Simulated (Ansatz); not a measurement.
## Run report: PbSe, field-gradient calculation

The run: field-gradient calculation of PbSe (2 atoms in the cell). Method and program: DFT, PBEsol, PAW with Ansatz's default frozen-core files, scalar-relativistic, no spin polarisation (Ansatz 0.2.0).

The structure derives from an entry of the Crystallography Open Database. Its volume is 1.02 times that of the source entry. It belongs to a series of runs on one base structure; here: volume scaled by 1.02, PAW files. Figures and captions count atoms from 1; the log counts them from 0 in places.

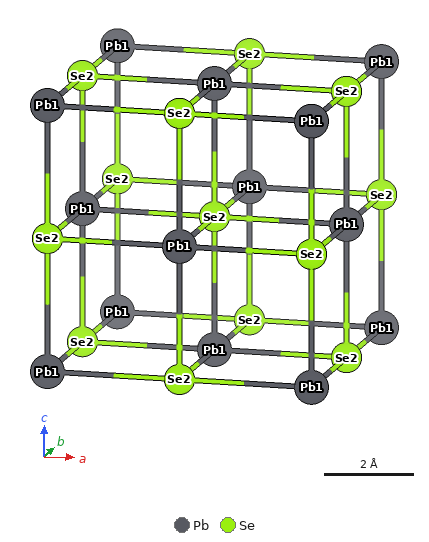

The structure (ball-and-stick view of the cell 4 times as large as that of the calculation, set on its symmetry axes, seen slightly off an axis; atoms are numbered from 1 in the order of the input). Near neighbours in the crystal (not all of them lie inside the picture): Pb has 6 Se at 3.08 Å; Se has 6 Pb at 3.08 Å.

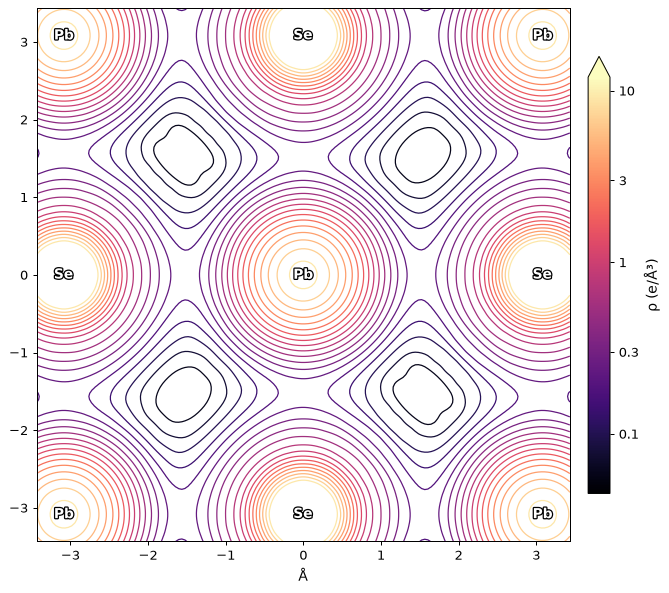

Valence pseudo-density on the (010) plane of the conventional cell. The section cuts through Pb and Se sites. Pb–Se (3.08 Å): the density is about 0.21 e/Å³ at the midpoint. Away from the nuclei the density in this plane falls to 0.04 e/Å³ at its lowest. Core electrons are frozen (PAW), so the fields are smoothed inside the atomic spheres.

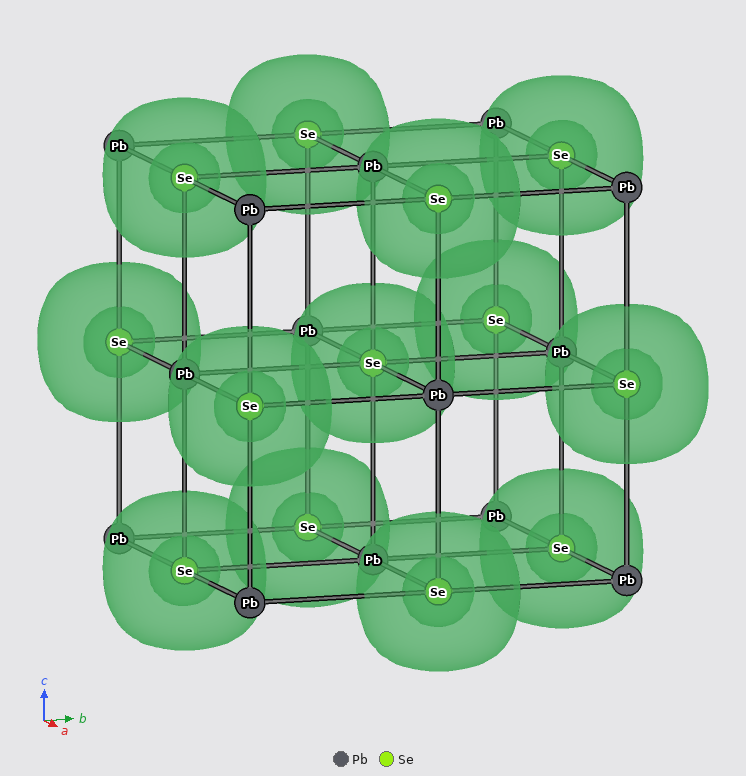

Isosurface of the electron localisation function at 0.65 (green), seen slightly off an axis. Only the valence region is drawn (cores and ρ < 0.01 e/Å³ removed). Sticks mark near contacts. The outline is the cell set on symmetry axes. Along the contacts the grid gives the following. Pb–Se (3.08 Å): the ELF peaks at about 0.80 in the valence shell of Se, 0.8 Å from its nucleus, and drops to about 0.25 between the two atoms.

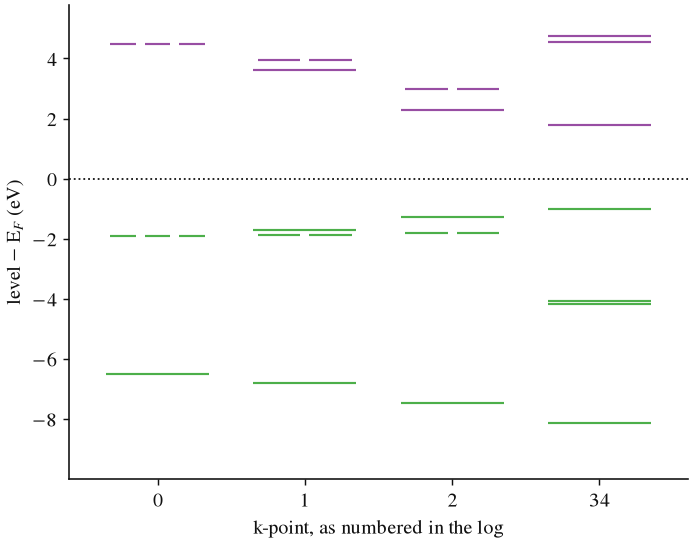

Kohn–Sham levels near the Fermi level (dotted) at the few k-points that the log prints; levels within 0.02 eV of each other stand side by side. Among these points the highest filled and lowest empty levels are 2.78 eV apart; the gap on the full mesh, 0.67 eV, has an edge at a point that isn't printed.

The input and output of the run follow.

Input
```yaml
crystal:
  lattice:
    - [0.0, 3.0824297301, 3.0824297301]
    - [3.0824297301, 0.0, 3.0824297301]
    - [3.0824297301, 3.0824297301, 0.0]
  atoms:
    - { symbol: Pb, position: [0.0, 0.0, 0.0] }
    - { symbol: Se, position: [0.5, 0.5, 0.5] }
kpoints:
  mp_grid: { grid: [9, 9, 9] }
scf:
  occupations: { method: fermi_dirac, width: 0.01 }
hamiltonian:
  xc: pbesol
  pseudopotentials: { kind: paw }
output:
  forces: true
  stress: true
  eigenvalues: true
  efg: { contact_densities: true }
  write_density: true
  write_potential: true
  elf: true
  volumetric_format: npy
```

Launched with:
```bash
ansatz run input.yaml --threads 1 --pin off --max-ram 3072MiB --backend cpu --events-out ev --progress --plain --runs-dir out
```

Log
```
Pb: output.efg is read without spin–orbit coupling, which moves field gradients at and beside such atoms by some per cent and up to a factor of two; PAW files take it under magnetization.noncollinear and magnetization.spin_orbit
Engine: ansatz 0.2.0, aarch64-unknown-linux-gnu
Pseudopotentials: kind: paw
Pseudopotential: Pb, paw, valence charge 14, recommended cutoff 420 eV (normal), Pb.paw.azcp
Pseudopotential: Se, paw, valence charge 16, recommended cutoff 420 eV (normal), Se.paw.azcp
Functional definition: PBEsol
  exchange = pbesol_x
  correlation = pbesol_c
Crystal: 2 atoms, lattice volume = 58.575 Å³
Basis set: ecut = 420 eV, 1139 PW (Γ), exchange–correlation on 60×60×60 points (8 copies of the dense FFT grid, shifted against one another)
Bands: 19, of which v1, the nominal top of the filled ones, is band 15 counted from 1 (14 counted from 0)
Symmetry: 48 space group operations
Space group: Fm-3m (ITA 225), of the structure as read, at distance tolerance 3.9e-5 Å
k-points: 35 of 729
Non-local potential: Pb, projectors of the file, l = 0: 2, l = 1: 2, l = 2: 2, l = 3: 2
Non-local potential: Se, projectors of the file, l = 0: 2, l = 1: 2, l = 2: 3, l = 3: 1
PAW form: soft (Blöchl's): semilocal exchange-correlation on the pseudo side does not see the compensation charge
PAW frozen core: Pb, regenerated for the run's functional, and the local potential with it (the file was generated under x = pbe(κ = 0.804, μ = 0.2195149727645171), c = pbe(β = 0.06672455060314922))
PAW frozen core: Se, regenerated for the run's functional, and the local potential with it (the file was generated under x = pbe(κ = 0.804, μ = 0.2195149727645171), c = pbe(β = 0.06672455060314922))
PAW one-centre angular grid: Pb, 590 points (default); XC on 64 Gauss nodes
PAW one-centre angular grid: Se, 590 points (default); XC on 64 Gauss nodes
Initial density: superposition of atomic densities (neutral atoms: chi_scale 0, normalization atom), corrected by the library's trained network
Initial wavefunctions: pseudopotential atomic-orbital guess
Functional: x = pbesol(κ = 0.804, μ = 0.12345679012345678), c = pbesol(β = 0.046)
SCF iter   1: F=—  HF=-17180.210082 eV  |F-HF|=—  |Δ(HF+E_count)|=         —  Δρ=2.37e-3  dr2=6.42e-3  ethr=1.77e-3  ⟨swp⟩=6.4  Hψ=3206  notcnv=0
preconditioner: auto → none  [insulator: Δε(μ)=0.653 eV  Ē_g=15.144 eV  σ=0.010 eV  W_gap=1.00  n_scr=14 (ndim 8)  ℏωp=21.7 eV  f_vac=0.024  D(μ)=0.00/eV (n_scr^D=0)  ε∞_Penn≈3.1]
SCF iter   2: F=—  HF=-17180.207496 eV  |F-HF|=—  |Δ(HF+E_count)|=   2.59e-3  Δρ=1.14e-3  dr2=9.23e-4  ethr=2.14e-5  ⟨swp⟩=2.9  Hψ=1321  notcnv=0
SCF iter   3: F=—  HF=-17180.207221 eV  |F-HF|=—  |Δ(HF+E_count)|=   2.75e-4  Δρ=3.46e-4  dr2=5.26e-5  ethr=3.08e-6  ⟨swp⟩=3.1  Hψ=1334  notcnv=0
SCF iter   4: F=—  HF=-17180.207231 eV  |F-HF|=—  |Δ(HF+E_count)|=   9.99e-6  Δρ=1.15e-4  dr2=3.65e-6  ethr=1.75e-7  ⟨swp⟩=3.0  Hψ=1194  notcnv=0
SCF iter   5: F=—  HF=-17180.207234 eV  |F-HF|=—  |Δ(HF+E_count)|=   2.73e-6  Δρ=2.55e-5  dr2=3.61e-7  ethr=1.22e-8  ⟨swp⟩=2.0  Hψ=1187  notcnv=0
SCF iter   6: F=-17180.207233 eV  HF=-17180.207233 eV  |F-HF|=2.43e-8  |Δ(HF+E_count)|=   3.06e-7  Δρ=5.93e-6  dr2=1.90e-8  ethr=3.33e-10  ⟨swp⟩=9.1  Hψ=4892  notcnv=0
SCF 1 converged in 6 iterations: F = -17180.207233 eV  dr2 = 1.90e-8
  Residual-converged pass: ⟨swp⟩=1.0  Hψ=805  notcnv=0  max |occ|·‖R‖ = 6.8e-9 eV (tolerance 1.0e-8 eV)  dr2=1.90e-8  dr2_onsite=1.53e-8  max |Δocc| = 7.5e-24
  greatest PAW one-centre occupation: 1.000 electrons in one spin orbital (limit 2), on the Se atom at site 1 (counted from 0), in its partial waves of l = 2
SCF converged after 6 iterations
Free energy (F): -17180.207233 eV
Harris-Foulkes:  -17180.207233 eV  (|F-HF|=2.43e-8)
Internal energy: -17180.207233 eV  (E = F + TS)
E sigma→0 (E₀):  -17180.207233 eV
Fermi energy:    8.666742 eV
--- Per-component energies (eV) ---
  E_band       = -437.957196
  E_kinetic    = 405.303371
  E_local      = -3565.299467  (includes V_loc(G=0)·N_el)
  E_nonlocal   = -240.712702
  E_hartree    = 1653.815305
  E_xc         = -322.542511
  E_vxc        = -230.906222  (∫ρ·V_xc dr)
  E_paw        = -12121.413985  (= ΣΔE_a)
  E_vpaw       = -113.980031  (= ΣTr[D̂ρ^β])
  E_aug_tail   = -0.000574  (compensation charges beyond the density's cutoff)
  E_ewald      = -2990.427237
  E_core_change = 1.070567  (= ΣΔE_core)
  E_smearing   = -0.000000  (= −TS)
  E_closure    = 0.000000  (closes the sum)
  Σ components = -17180.207233   (vs F -17180.207233, Δ=0.00e0)
--- Forces (eV/Å), atoms counted from 1 ---
  atom   1  Pb    -0.00000000     0.00000000     0.00000000
  atom   2  Se     0.00000000    -0.00000000    -0.00000000
  max |Σ_I F_I| component: 9.86e-31 eV/Å
--- Stress (GPa, compression-positive) ---
       -1.544971      -0.000000      -0.000000
        0.000000      -1.544971      -0.000000
        0.000000       0.000000      -1.544971
  P = ⅓ Tr σ = -1.5450 GPa (-15.450 kbar)
--- PAW observables at the nuclei: V_zz in 10²¹ V/m², potentials from the cell's mean, atoms counted from 1 ---
  atom   1  Pb V_zz =    +0.000000   η = 0.0000   by run symmetry: forbidden
            electrostatic potential = -17477.914601 V   contact ρ = 16511957.242144 e/Å³
  atom   2  Se V_zz =    -0.000000   η = 0.0000   by run symmetry: forbidden
            electrostatic potential = -4712.277498 V   contact ρ = 262402.151074 e/Å³
--- Band table (eV; the first three rows and the last of 35) ---
  k-point 0: bands = ["-38.6763", "-38.6763", "-38.6741", "-38.6741", "-38.6741", "-8.2005", "-8.2005", "-8.2005", "-8.1984", "-8.1984", "-4.9062", "2.1676", "6.7483", "6.7483", "6.7483", "13.1575", "13.1575", "13.1575", "15.0245"]
  k-point 1: bands = ["-38.6763", "-38.6763", "-38.6741", "-38.6741", "-38.6741", "-8.2016", "-8.2016", "-8.2000", "-8.1964", "-8.1964", "-4.8155", "1.8755", "6.7794", "6.7794", "6.9490", "12.2723", "12.6220", "12.6220", "14.8285"]
  k-point 2: bands = ["-38.6763", "-38.6763", "-38.6741", "-38.6741", "-38.6741", "-8.2082", "-8.2082", "-8.1990", "-8.1874", "-8.1874", "-4.5615", "1.1851", "6.8719", "6.8719", "7.3874", "10.9358", "11.6504", "11.6504", "14.8688"]
  k-point 34: bands = ["-38.6763", "-38.6763", "-38.6741", "-38.6741", "-38.6740", "-8.2796", "-8.1993", "-8.1937", "-8.1828", "-8.1599", "-3.5411", "0.5323", "4.4980", "4.6113", "7.6704", "10.4507", "13.2027", "13.4097", "15.7009"]
```

File rho_z.tsv
```
# z_ang	rho[e/angstrom^3]
# format = ansatz-planar-average/11
# lattice	0.000000000	3.082429730	3.082429730
# lattice	3.082429730	0.000000000	3.082429730
# lattice	3.082429730	3.082429730	0.000000000
# sites	2
# site	82	0.000000000	0.000000000	0.000000000
# site	34	3.082429730	3.082429730	3.082429730
0.000000	7.029543e-1
0.145307	6.775507e-1
0.290614	6.091749e-1
0.435921	5.169407e-1
0.581229	4.212172e-1
0.726536	3.374036e-1
0.871843	2.755538e-1
1.017150	2.391556e-1
1.162457	2.265136e-1
1.307764	2.383201e-1
1.453071	2.845306e-1
1.598378	3.868937e-1
1.743686	5.723553e-1
1.888993	8.382709e-1
2.034300	1.100431e0
2.179607	1.213436e0
2.324914	1.100431e0
2.470221	8.382709e-1
2.615528	5.723553e-1
2.760835	3.868937e-1
2.906143	2.845306e-1
3.051450	2.383201e-1
3.196757	2.265136e-1
3.342064	2.391556e-1
3.487371	2.755538e-1
3.632678	3.374036e-1
3.777985	4.212172e-1
3.923293	5.169407e-1
4.068600	6.091749e-1
4.213907	6.775507e-1
```

File v_z.tsv
```
# z_ang	v_es[eV]	v_tot[eV]
# format = ansatz-planar-average/11
# xc	pbesol
# density_cutoff_ev	1680
# datasets	Pb=:simpson_from_first_knot:soft:shift=-1150160	Se=:simpson_from_first_knot:soft:shift=-935943
# lattice	0.000000000	3.082429730	3.082429730
# lattice	3.082429730	0.000000000	3.082429730
# lattice	3.082429730	3.082429730	0.000000000
# sites	2
# site	82	0.000000000	0.000000000	0.000000000
# site	34	3.082429730	3.082429730	3.082429730
0.000000	2.356100e0	-8.062262e0
0.145307	2.414118e0	-7.965844e0
0.290614	2.609030e0	-7.656461e0
0.435921	2.990306e0	-7.092123e0
0.581229	3.614235e0	-6.237891e0
0.726536	4.503026e0	-5.107300e0
0.871843	5.583663e0	-3.817895e0
1.017150	6.579913e0	-2.679956e0
1.162457	7.168894e0	-2.020411e0
1.307764	7.303650e0	-1.876410e0
1.453071	7.222222e0	-2.012031e0
1.598378	7.189371e0	-2.161595e0
1.743686	7.232297e0	-2.271079e0
1.888993	7.284299e0	-2.365072e0
2.034300	7.323146e0	-2.428962e0
2.179607	7.336795e0	-2.452033e0
2.324914	7.323146e0	-2.428962e0
2.470221	7.284299e0	-2.365072e0
2.615528	7.232297e0	-2.271079e0
2.760835	7.189371e0	-2.161595e0
2.906143	7.222222e0	-2.012031e0
3.051450	7.303650e0	-1.876410e0
3.196757	7.168894e0	-2.020411e0
3.342064	6.579913e0	-2.679956e0
3.487371	5.583663e0	-3.817895e0
3.632678	4.503026e0	-5.107300e0
3.777985	3.614235e0	-6.237891e0
3.923293	2.990306e0	-7.092123e0
4.068600	2.609030e0	-7.656461e0
4.213907	2.414118e0	-7.965844e0
```

Key numbers

- outcome: converged
- space group (tolerance 0.01 Å): Fm-3m (225)
- electrons treated: 30
- free energy: −17180.2072 eV
- Fermi energy: 8.667 eV
- gap on the k-point mesh: 0.67 eV
- pressure: −1.54 GPa
- field gradient V_zz (10²¹ V/m²): zero at all sites
- largest force (length of the vector): under 0.001 eV/Å
- hardware: 1 thread of Arm Neoverse V2, 24 GiB of memory available, shared host
- wall time: 4.3 s
- peak memory: 0.42 GiB

Notes

The program warns: the field gradients leave out spin–orbit coupling. Spin–orbit coupling is left out, which matters for Pb.
